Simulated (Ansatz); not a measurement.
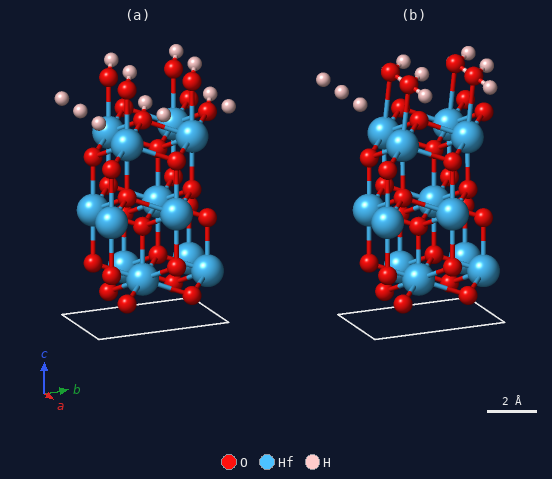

The structure of a slab of composition Hf3H2O7 (cut from the Fm-3m phase) before (left) and after (right) a constrained relaxation, at one scale.

The picture is a ball-and-stick view of the cell of the calculation, outlined in the plane, without the vacuum (origin shifted), seen slightly off an axis.

Case: clean slab, lower planes held. The slab is the (1 1 1) face of HfO2. 24 atoms are held fixed.

All numbers below come from Ansatz 0.2.0, DFT PBE+D3(BJ), scalar-relativistic, plane waves, PAW. (plane-wave cutoff 420 eV; k-point mesh 3 × 3 × 1; occupations gaussian; smearing width 0.05 eV; no spin polarisation; dipole correction; atoms relaxed in a fixed cell; force threshold 0.03 eV/Å; at most 70 steps)

Question: What changed between the two?

Answer: The largest moves, 1.00 Å, are those of H atoms. Largest moves by element: H 1.00 Å, O 0.41 Å, Hf 0.05 Å. The cell doesn't change. Some distances before and after: H–O 1.925 → 1.005 Å, H–O 0.980 → 1.662 Å, Hf–O 2.270 → 2.577 Å, Hf–O 2.197 → 2.269 Å. New bonds form, among them: H–O (1.93 → 1.01 Å). Bonds break, among them: H–O (0.98 → 1.66 Å). Bond angles that change, for instance: Hf–O–H 129.5° → 108.4°. After 27 geometry steps the energy has fallen by 5.339 eV per cell of the calculation. The largest force component goes from 2.6 to 0.0051 eV/Å. The forces were under the threshold at step 7, but the run went on from there.
